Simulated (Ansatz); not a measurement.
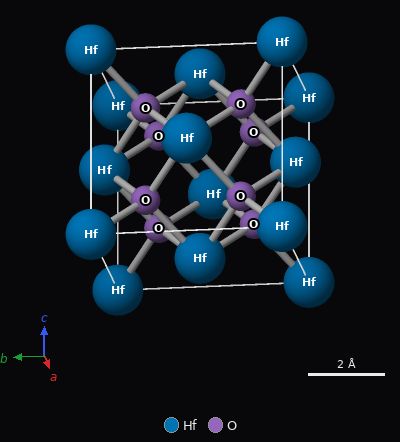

*The structure as given in the input (ball-and-stick view of the cell 4 times as large as that of the calculation, set on its symmetry axes, seen at an oblique angle). An atom can appear more than once, as a periodic image.*

**Run report: HfO₂, geometry relaxation**

System: HfO₂ (Fm-3m, 3 atoms in the cell).
Method: DFT PBE, scalar-relativistic, plane waves, PAW, PAW set soft_1, no spin polarisation (Ansatz 0.2.0).

The structure derives from an entry of the Crystallography Open Database.

What the program printed
```
Engine: ansatz 0.2.0, aarch64-unknown-linux-gnu
Pseudopotentials: kind: paw
Pseudopotential: Hf, paw, valence charge 26, recommended cutoff 420 eV (normal), [file]
Pseudopotential: O, paw, valence charge 6, recommended cutoff 420 eV (normal), [file]
Functional definition: PBE
  parameter kappa = 0.804
  parameter beta = 0.06672455060314922
  exchange = pbe_x(kappa = kappa, mu = beta*pi^2/3)
  correlation = pbe_c(beta = beta)
Crystal: 3 atoms, lattice volume = 33.456 Å³
Basis set: ecut = 520 eV, 893 PW (Γ), exchange–correlation on 54×54×54 points (8 copies of the dense FFT grid, shifted against one another)
Bands: 23, of which v1, the nominal top of the filled ones, is band 19 counted from 1 (18 counted from 0)
Symmetry: 48 space group operations
Space group: Fm-3m (ITA 225), of the structure as read, at distance tolerance 3.2e-5 Å
k-points: 29 of 512
Non-local potential: Hf, projectors of the file, l = 0: 3, l = 1: 2, l = 2: 2, l = 3: 3
Non-local potential: O, projectors of the file, l = 0: 2, l = 1: 2, l = 2: 1
PAW form: soft (Blöchl's): semilocal exchange-correlation on the pseudo side does not see the compensation charge
PAW one-centre angular grid: Hf, 590 points (default); XC on 64 Gauss nodes
PAW one-centre angular grid: O, 110 points (default); XC on 64 Gauss nodes
Initial density: superposition of atomic densities (chi_scale 0.1, normalization cell, long waves kept (reshape's long-wave potential 0.00 eV rms))
Initial wavefunctions: pseudopotential atomic-orbital guess
Functional: x = pbe(κ = 0.804, μ = 0.2195149727645171), c = pbe(β = 0.06672455060314922)
SCF iter   1: F=—  HF=-16862.741869 eV  |F-HF|=—  |Δ(HF+E_count)|=         —  Δρ=8.49e-2  dr2=1.75e0  ethr=3.10e-3  ⟨swp⟩=4.7  Hψ=2504  notcnv=0
preconditioner: auto → none  [insulator: Δε(μ)=3.187 eV  Ē_g=19.162 eV  σ=0.020 eV  W_gap=1.00  n_scr=14 (ndim 8)  ℏωp=38.5 eV  f_vac=0.003  D(μ)=0.00/eV (n_scr^D=0)  ε∞_Penn≈5.0]
SCF iter   2: F=—  HF=-16862.264513 eV  |F-HF|=—  |Δ(HF+E_count)|=   4.77e-1  Δρ=2.89e-2  dr2=1.45e-1  ethr=3.10e-3  ⟨swp⟩=2.5  Hψ=1582  notcnv=0
SCF iter   3: F=—  HF=-16862.262711 eV  |F-HF|=—  |Δ(HF+E_count)|=   1.80e-3  Δρ=1.09e-2  dr2=2.06e-2  ethr=3.81e-4  ⟨swp⟩=2.0  Hψ=1160  notcnv=0
SCF iter   4: F=—  HF=-16862.259746 eV  |F-HF|=—  |Δ(HF+E_count)|=   2.96e-3  Δρ=4.77e-3  dr2=3.66e-3  ethr=5.43e-5  ⟨swp⟩=2.1  Hψ=1337  notcnv=0
SCF iter   5: F=—  HF=-16862.262553 eV  |F-HF|=—  |Δ(HF+E_count)|=   2.81e-3  Δρ=8.93e-4  dr2=1.74e-4  ethr=9.63e-6  ⟨swp⟩=3.0  Hψ=1339  notcnv=0
SCF iter   6: F=—  HF=-16862.262478 eV  |F-HF|=—  |Δ(HF+E_count)|=   7.51e-5  Δρ=1.23e-4  dr2=2.41e-6  ethr=4.59e-7  ⟨swp⟩=2.0  Hψ=1099  notcnv=0
SCF iter   7: F=—  HF=-16862.262485 eV  |F-HF|=—  |Δ(HF+E_count)|=   7.23e-6  Δρ=2.81e-5  dr2=7.37e-8  ethr=2.63e-10  ⟨swp⟩=6.9  Hψ=4985  notcnv=0
SCF iter   8: F=-16862.262485 eV  HF=-16862.262485 eV  |F-HF|=1.21e-9  |Δ(HF+E_count)|=   8.80e-8  Δρ=4.09e-6  dr2=2.98e-9  ethr=1.94e-10  ⟨swp⟩=5.9  Hψ=4495  notcnv=0
SCF 1 converged in 8 iterations: F = -16862.262485 eV  dr2 = 2.98e-9
  greatest PAW one-centre occupation: 0.999 electrons in one spin orbital (limit 2), on the Hf atom at site 0 (counted from 0), in its partial waves of l = 3
relax step   1: F+E_penalty+E_count = -16862.26248507 eV  Δ(F+E_penalty+E_count) = +0.000e0 eV  max|allowed force component| = 1.349e-18 eV/Å  Δτ_max = 0.0000 Å  P = -2.439 GPa  Ω = 33.456 Å³  (8 SCF iters, dr2 threshold 1.00e-7 eV, accepted)
Crystal: 3 atoms, lattice volume = 33.053 Å³
Initial density: handed on by an earlier stage of this run
Initial wavefunctions: those handed on with the density
iter 1 solved again at ethr=2.92e-6 eV; its pass at ethr=3.10e-3 eV (dr2=1.11e-3 eV) is discarded
SCF iter   1: F=—  HF=-16862.265282 eV  |F-HF|=—  |Δ(HF+E_count)|=         —  Δρ=1.74e-3  dr2=8.59e-4  ethr=2.92e-6  ⟨swp⟩=2.0  Hψ=3602  notcnv=0
preconditioner: auto → none  [insulator: Δε(μ)=3.757 eV  Ē_g=18.231 eV  σ=0.020 eV  W_gap=1.00  n_scr=14 (ndim 8)  ℏωp=38.8 eV  f_vac=0.068  D(μ)=0.00/eV (n_scr^D=0)  ε∞_Penn≈5.5]
SCF iter   2: F=—  HF=-16862.265055 eV  |F-HF|=—  |Δ(HF+E_count)|=   2.27e-4  Δρ=6.16e-4  dr2=1.18e-4  ethr=2.26e-6  ⟨swp⟩=2.0  Hψ=1181  notcnv=0
SCF iter   3: F=—  HF=-16862.265040 eV  |F-HF|=—  |Δ(HF+E_count)|=   1.47e-5  Δρ=3.96e-4  dr2=4.42e-5  ethr=3.10e-7  ⟨swp⟩=2.1  Hψ=1121  notcnv=0
SCF iter   4: F=—  HF=-16862.265034 eV  |F-HF|=—  |Δ(HF+E_count)|=   6.23e-6  Δρ=8.96e-5  dr2=1.27e-6  ethr=1.16e-7  ⟨swp⟩=2.0  Hψ=1096  notcnv=0
SCF iter   5: F=—  HF=-16862.265034 eV  |F-HF|=—  |Δ(HF+E_count)|=   2.02e-7  Δρ=4.51e-5  dr2=3.68e-7  ethr=7.89e-10  ⟨swp⟩=9.8  Hψ=6010  notcnv=0
SCF iter   6: F=-16862.265035 eV  HF=-16862.265035 eV  |F-HF|=1.47e-8  |Δ(HF+E_count)|=   2.76e-7  Δρ=7.80e-6  dr2=1.24e-8  ethr=7.89e-10  ⟨swp⟩=9.1  Hψ=4831  notcnv=0
SCF 2 converged in 6 iterations: F = -16862.265035 eV  dr2 = 1.24e-8
relax step   2: F+E_penalty+E_count = -16862.26503472 eV  Δ(F+E_penalty+E_count) = -2.550e-3 eV  max|allowed force component| = 1.118e-17 eV/Å  Δτ_max = 0.0000 Å  P = +0.496 GPa  Ω = 33.053 Å³  energy of the carried Pulay correction = +6.593e-5 eV  (6 SCF iters, dr2 threshold 3.00e-7 eV, accepted)
Crystal: 3 atoms, lattice volume = 33.121 Å³
iter 1 solved again at ethr=8.28e-8 eV; its pass at ethr=3.10e-3 eV (dr2=3.15e-5 eV) is discarded
SCF iter   1: F=—  HF=-16862.265122 eV  |F-HF|=—  |Δ(HF+E_count)|=         —  Δρ=2.97e-4  dr2=2.44e-5  ethr=8.28e-8  ⟨swp⟩=2.0  Hψ=3508  notcnv=0
preconditioner: auto → none  [insulator: Δε(μ)=3.747 eV  Ē_g=18.211 eV  σ=0.020 eV  W_gap=1.00  n_scr=14 (ndim 8)  ℏωp=38.7 eV  f_vac=0.071  D(μ)=0.00/eV (n_scr^D=0)  ε∞_Penn≈5.5]
SCF iter   2: F=—  HF=-16862.265127 eV  |F-HF|=—  |Δ(HF+E_count)|=   4.59e-6  Δρ=1.04e-4  dr2=3.41e-6  ethr=6.41e-8  ⟨swp⟩=2.0  Hψ=1102  notcnv=0
SCF iter   3: F=—  HF=-16862.265126 eV  |F-HF|=—  |Δ(HF+E_count)|=   6.31e-7  Δρ=6.59e-5  dr2=1.21e-6  ethr=8.98e-9  ⟨swp⟩=2.1  Hψ=1096  notcnv=0
SCF iter   4: F=-16862.265126 eV  HF=-16862.265126 eV  |F-HF|=1.30e-8  |Δ(HF+E_count)|=   1.89e-7  Δρ=1.44e-5  dr2=3.25e-8  ethr=7.89e-10  ⟨swp⟩=6.7  Hψ=4690  notcnv=0
SCF 3 converged in 4 iterations: F = -16862.265126 eV  dr2 = 3.25e-8
relax step   3: F+E_penalty+E_count = -16862.26512594 eV  Δ(F+E_penalty+E_count) = -9.121e-5 eV  max|allowed force component| = 9.252e-18 eV/Å  Δτ_max = 0.0000 Å  P = -0.009 GPa  Ω = 33.121 Å³  energy of the carried Pulay correction = +5.485e-5 eV  (4 SCF iters, dr2 threshold 3.00e-7 eV, accepted)
Initial wavefunctions: pseudopotential atomic-orbital guess (no wavefunctions were taken with the density)
iter 1 solved again at ethr=4.79e-8 eV; its pass at ethr=3.10e-3 eV (dr2=1.82e-5 eV) is discarded
SCF iter   1: F=—  HF=-16862.265054 eV  |F-HF|=—  |Δ(HF+E_count)|=         —  Δρ=1.85e-5  dr2=3.50e-8  ethr=4.79e-8  ⟨swp⟩=3.0  Hψ=4636  notcnv=0
preconditioner: auto → none  [insulator: Δε(μ)=3.748 eV  Ē_g=18.212 eV  σ=0.020 eV  W_gap=1.00  n_scr=14 (ndim 8)  ℏωp=38.7 eV  f_vac=0.071  D(μ)=0.00/eV (n_scr^D=0)  ε∞_Penn≈5.5]
SCF iter   2: F=—  HF=-16862.265069 eV  |F-HF|=—  |Δ(HF+E_count)|=   1.57e-5  Δρ=8.71e-6  dr2=1.53e-8  ethr=9.21e-11  ⟨swp⟩=2.7  Hψ=1363  notcnv=0
SCF iter   3: F=—  HF=-16862.265069 eV  |F-HF|=—  |Δ(HF+E_count)|=   5.50e-9  Δρ=5.76e-6  dr2=4.50e-9  ethr=4.01e-11  ⟨swp⟩=2.0  Hψ=1099  notcnv=0
SCF iter   4: F=—  HF=-16862.265069 eV  |F-HF|=—  |Δ(HF+E_count)|=   1.80e-9  Δρ=6.40e-7  dr2=9.59e-11  ethr=1.18e-11  ⟨swp⟩=2.3  Hψ=1098  notcnv=0
SCF iter   5: F=-16862.265069 eV  HF=-16862.265069 eV  |F-HF|=7.28e-12  |Δ(HF+E_count)|=  5.09e-11  Δρ=1.42e-7  dr2=2.72e-12  ethr=1.00e-12  ⟨swp⟩=6.0  Hψ=3476  notcnv=0
SCF 4 converged in 5 iterations: F = -16862.265069 eV  dr2 = 2.72e-12
relax step   4: F+E_penalty+E_count = -16862.26506928 eV  Δ(F+E_penalty+E_count) = +5.666e-5 eV  max|allowed force component| = 9.445e-18 eV/Å  Δτ_max = 0.0000 Å  P = -0.007 GPa  Ω = 33.121 Å³  stress off target by 6.89e-3 GPa  SCF on the basis re-selected at this cell (its energy is not comparable with the rows above)  (5 SCF iters)
```

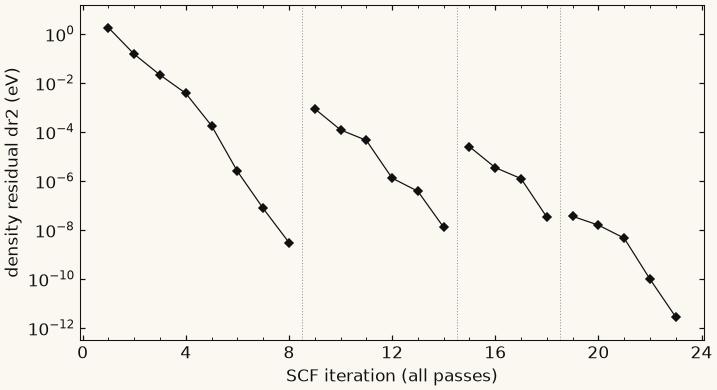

*Convergence of the self-consistent field: density residual dr2 against the SCF iteration. The dotted lines part the SCF passes of the relaxation: geometry steps, rejected trials and re-solves on a re-selected basis.*

The passes take 8, 6, 4 and 5 iterations.

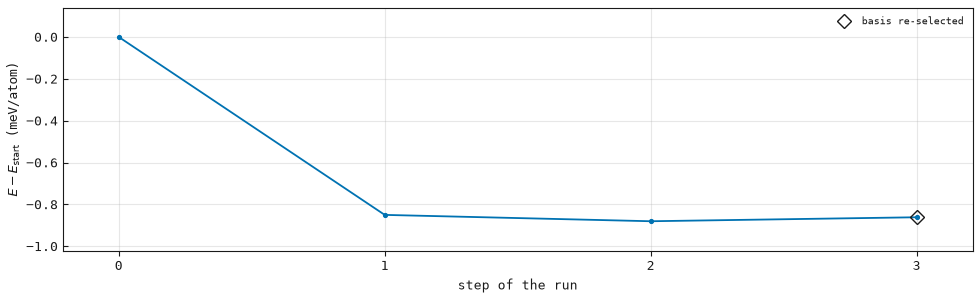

*Progress of the relaxation, step by step (the first geometry is step 0 here and step 1 in the log).*

The energy falls by 0.9 meV per atom in 2 geometry steps. All forces vanish by symmetry, so only the cell relaxes. The pressure goes from −2.44 to −0.01 GPa. No atom moves by more than 0.005 Å relative to the cell. A last SCF at the same geometry on a re-selected plane-wave basis shifts the energy by +0.0 meV per atom.

```
basis re-selected at this cell: Δ(F+E_penalty+E_count) = +5.666e-5 eV, ΔP = +0.002 GPa vs the last step (what re-selecting the basis moved, of the pressure what is left beyond the Pulay correction that the steps carried, after the strain that the cell walked since its last selection, with what the two solves' SCF thresholds leave and, on support functions, any second-order correction that the steps lacked; it is no measure of the basis error at this ecutwfc). This SCF's stress stands 6.89e-3 GPa from its target on what of the cell is left free (relax.cell.stress_tol is 5.00e-2 GPa) and its largest allowed force component is 9.44e-18 eV/Å (relax.f_tol is 5.00e-3 eV/Å): within both
SCF converged after 5 iterations
Free energy (F): -16862.265069 eV
Harris-Foulkes:  -16862.265069 eV  (|F-HF|=7.28e-12)
Internal energy: -16862.265069 eV  (E = F + TS)
E sigma→0 (E₀):  -16862.265069 eV
Fermi energy:    16.387563 eV
--- Per-component energies (eV) ---
  E_band       = -6.353805
  E_kinetic    = 741.197067
  E_local      = -7023.566004  (includes V_loc(G=0)·N_el)
  E_nonlocal   = 169.183743
  E_hartree    = 3346.463667
  E_xc         = -409.418736
  E_vxc        = -437.267200  (∫ρ·V_xc dr)
  E_paw        = -8025.024990  (= ΣΔE_a)
  E_vpaw       = -148.829429  (= ΣTr[D̂ρ^β])
  E_aug_tail   = 0.000626  (compensation charges beyond the density's cutoff)
  E_ewald      = -5661.100442
  E_smearing   = -0.000000  (= −TS)
  E_closure    = 0.000000  (closes the sum)
  Σ components = -16862.265069   (vs F -16862.265069, Δ=0.00e0)
--- Forces (eV/Å), atoms counted from 1 ---
  atom   1  Hf    -0.00000000     0.00000000    -0.00000000
  atom   2  O      0.00000000     0.00000000     0.00000000
  atom   3  O     -0.00000000    -0.00000000    -0.00000000
  max |Σ_I F_I| component: 1.16e-18 eV/Å
--- Stress (GPa, compression-positive) ---
       -0.006895      -0.000000      -0.000000
       -0.000000      -0.006895       0.000000
       -0.000000       0.000000      -0.006895
  P = ⅓ Tr σ = -0.0069 GPa (-0.069 kbar)
--- Band table (eV; the first three rows and the last of 29) ---
  k-point 0: bands = ["-46.6305", "-15.1275", "-15.1275", "-15.1275", "-4.1593", "-1.3731", "3.4854", "3.4854", "3.4854", "3.5482", "3.5482", "3.5482", "3.7499", "9.2213", "9.2213", "9.2213", "13.9037", "13.9037", "13.9037", "18.3635", "18.3635", "20.1684", "24.7452"]
  k-point 1: bands = ["-46.6286", "-15.1914", "-15.1345", "-15.1345", "-3.9608", "-1.5105", "3.4884", "3.4884", "3.4892", "3.5429", "3.5429", "3.5484", "3.7065", "9.3722", "9.3722", "9.6391", "13.4437", "13.6244", "13.6244", "18.6406", "18.6406", "20.7799", "24.0718"]
  k-point 2: bands = ["-46.6240", "-15.3402", "-15.1514", "-15.1514", "-3.4891", "-1.7954", "3.4944", "3.4944", "3.5010", "3.5326", "3.5326", "3.5487", "3.6288", "9.7422", "9.7422", "10.6024", "12.5326", "13.1109", "13.1109", "19.0564", "19.0564", "21.4379", "23.5602"]
  k-point 28: bands = ["-46.6133", "-15.4066", "-15.4066", "-15.2468", "-2.2821", "-2.2821", "3.5112", "3.5132", "3.5155", "3.5184", "3.5184", "3.5392", "3.5392", "9.2778", "9.4906", "11.9583", "11.9583", "13.0989", "14.3095", "19.2688", "19.5996", "21.4595", "21.4595"]
--- Relaxed structure (3 steps of the walk, 3 accepted, 1 SCFs on fresh bases) ---
  F+E_penalty+E_count = -16862.26506928 eV   max|allowed force component| = 9.445e-18 eV/Å   (the final SCF, on the basis selected at the relaxed cell)
  cell:  # Å, volume = 33.1206 Å³
    - [-1.2738430082238976e-35, 2.548919455926119, 2.548919455926119]
    - [2.548919455926119, 3.1846075205597433e-35, 2.548919455926119]
    - [2.548919455926119, 2.548919455926119, 3.1846075205597433e-35]
  atoms:
    - { symbol: Hf, position: [-5.284681456417521e-36, 3.8424761575266165e-36, 8.712472520920265e-36] }
    - { symbol: O, position: [0.25, 0.25, 0.25] }
    - { symbol: O, position: [0.75, 0.75, 0.75] }
```

Trajectory as extended XYZ (Å, eV, eV/Å), 4 frames, from step=1 to step=4
```
3
Lattice="0.0000 2.5575 2.5575 2.5575 0.0000 2.5575 2.5575 2.5575 0.0000" Properties=species:S:1:pos:R:3:forces:R:3 step=1 energy=-16862.26248 pressure_GPa=-2.44
Hf    0.0000    0.0000    0.0000    0.0000   0.0000   0.0000
O     1.2788    1.2788    1.2788    0.0000   0.0000   0.0000
O     3.8363    3.8363    3.8363    0.0000   0.0000   0.0000
3
Lattice="0.0000 2.5472 2.5472 2.5472 0.0000 2.5472 2.5472 2.5472 0.0000" Properties=species:S:1:pos:R:3:forces:R:3 step=2 energy=-16862.26504 pressure_GPa=0.50
Hf    0.0000    0.0000    0.0000    0.0000   0.0000   0.0000
O     1.2736    1.2736    1.2736    0.0000   0.0000   0.0000
O     3.8208    3.8208    3.8208    0.0000   0.0000   0.0000
3
Lattice="0.0000 2.5489 2.5489 2.5489 0.0000 2.5489 2.5489 2.5489 0.0000" Properties=species:S:1:pos:R:3:forces:R:3 step=3 energy=-16862.26513 pressure_GPa=-0.01
Hf    0.0000    0.0000    0.0000    0.0000   0.0000   0.0000
O     1.2745    1.2745    1.2745    0.0000   0.0000   0.0000
O     3.8234    3.8234    3.8234    0.0000   0.0000   0.0000
3
Lattice="0.0000 2.5489 2.5489 2.5489 0.0000 2.5489 2.5489 2.5489 0.0000" Properties=species:S:1:pos:R:3:forces:R:3 step=4 energy=-16862.26507 pressure_GPa=-0.01
Hf    0.0000    0.0000    0.0000    0.0000   0.0000   0.0000
O     1.2745    1.2745    1.2745    0.0000   0.0000   0.0000
O     3.8234    3.8234    3.8234    0.0000   0.0000   0.0000
```

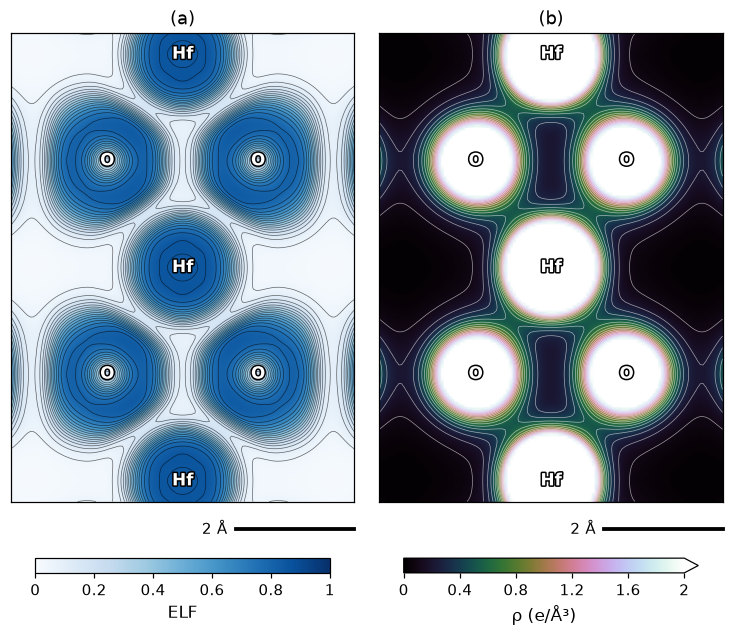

*(a) ELF; (b) valence pseudo-density on the (011) plane of the conventional cell.*

Hf–O (2.21 Å): ρ at the midpoint is about 0.53 e/Å³; the ELF peaks at about 0.85 in the valence shell of O, 0.6 Å from its nucleus, and drops to about 0.15 between the two atoms. Away from the nuclei the density in this plane falls to 0.02 e/Å³ at its lowest. The strong features right at Hf lie inside the PAW spheres (semicore, d or f shells) and say nothing about bonding. In a PAW calculation such maps are meaningful between the atoms, not at the nuclei.

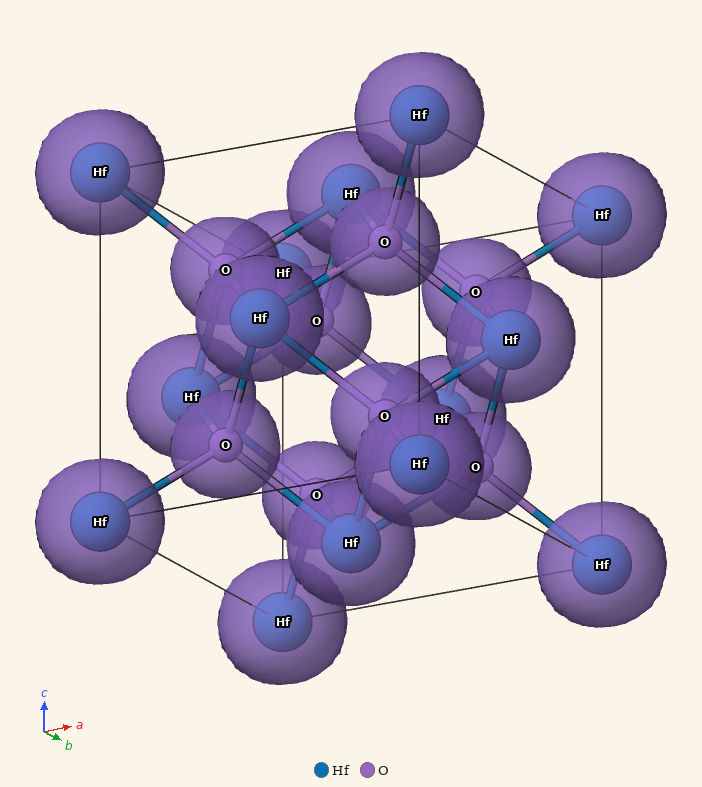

*Isosurface of the valence pseudo-density at 1 e/Å³ (purple), seen at an oblique angle. Sticks mark near contacts. The outline is the cell set on symmetry axes.*

At this value the density breaks into separate islands; it holds about 80 % of the electrons treated as valence (semicore included). It is pinched off along the Hf–O (2.21 Å) contacts. On the grid the lowest density along these lines, outside the cores, is 0.52 e/Å³ (Hf–O, 2.21 Å).

This output came from the following input.

The input
```yaml
crystal:
  lattice:
    - [0.0, 2.5575, 2.5575]
    - [2.5575, 0.0, 2.5575]
    - [2.5575, 2.5575, 0.0]
  atoms:
    - { symbol: Hf, position: [0.0, 0.0, 0.0] }
    - { symbol: O, position: [0.25, 0.25, 0.25] }
    - { symbol: O, position: [0.75, 0.75, 0.75] }
basis:
  ecutwfc: 520.0
kpoints:
  mp_grid: { grid: [8, 8, 8] }
hamiltonian:
  xc: pbe
  pseudopotentials: { kind: paw, azcp: { folder: soft_1 } }
scf:
  occupations: { method: gaussian, width: 0.02 }
output:
  forces: true
  stress: true
  eigenvalues: true
  write_density: true
  write_potential: true
  elf: true
  volumetric_format: npy
relax:
  adjacent_minimum: "off"
  f_tol: 0.005
  max_steps: 80
  cell: { stress_tol: 0.05 }
```

Launch command:
```bash
ansatz run input.yaml --threads 2 --pin off --max-ram 4096MiB --backend cpu --events-out ev --progress --plain --runs-dir out
```

Results in brief

```csv
quantity,value
outcome,converged
space group (tolerance 0.01 Å),Fm-3m (225)
electrons treated,38
free energy,−16862.2651 eV
Fermi energy,16.388 eV
gap on the k-point mesh,3.75 eV
pressure,−0.01 GPa
final volume,33.12 Å³
largest force (length of the vector) at the end,under 0.001 eV/Å
final cell,"a = 3.605 Å, b = 3.605 Å, c = 3.605 Å, α = 60.00°, β = 60.00°, γ = 60.00°"
hardware,"2 threads of Arm Neoverse N1, 98 GiB of memory available, shared host"
wall time,8.6 s (CPU time 16 s)
peak memory,0.33 GiB
```

Remarks

Spin–orbit coupling is left out, which matters for Hf.
